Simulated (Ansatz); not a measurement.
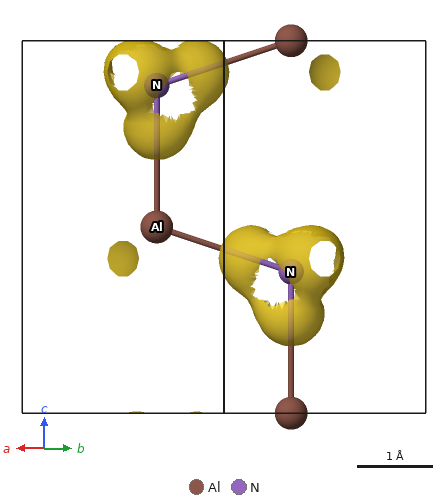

Figure. AlN. Bonding charge density, ρ(crystal) − Σ ρ(neutral atoms): yellow surfaces at +0.15, none at −0.15 e/Å³, in the conventional cell seen along [110] (the regions close to the nuclei are left out). Cores are masked to 0.8 Å (Al) and 0.6 Å (N).

Space group P6_3mc; the calculation finds a residual pressure of about 4 GPa at this fixed cell.

The calculation used DFT PBE, scalar-relativistic, plane waves, PAW (Ansatz).

In a PAW calculation such maps are meaningful between the atoms, not at the nuclei.

```
CELL_PARAMETERS angstrom
3.11300 0.00000 0.00000
-1.55650 2.69594 0.00000
0.00000 0.00000 4.98100
ATOMIC_POSITIONS crystal
Al 0.33333 0.66667 0.00000
Al 0.66667 0.33333 0.50000
N 0.33333 0.66667 0.38000
N 0.66667 0.33333 0.88000
```

Question: Where does charge go when the atoms form this crystal?

Answer: Al–N (1.89 Å): Δρ is +0.18 e/Å³ at the midpoint (close to a masked core, so read it with care).
- Over the whole cell, outside the masked cores, the largest gain lies at the edge of the masked core of N, and the largest loss lies at the edge of the masked core of Al.
- The rearranged charge, half the integral of |Δρ|, is about 0.33 e an atom.
- Bader charges: Al +2.44 and N −2.44 e.

Question: Metal or insulator at this level?

Answer: It is gapped, with a Kohn–Sham gap of 4.2 eV on the k-point mesh.
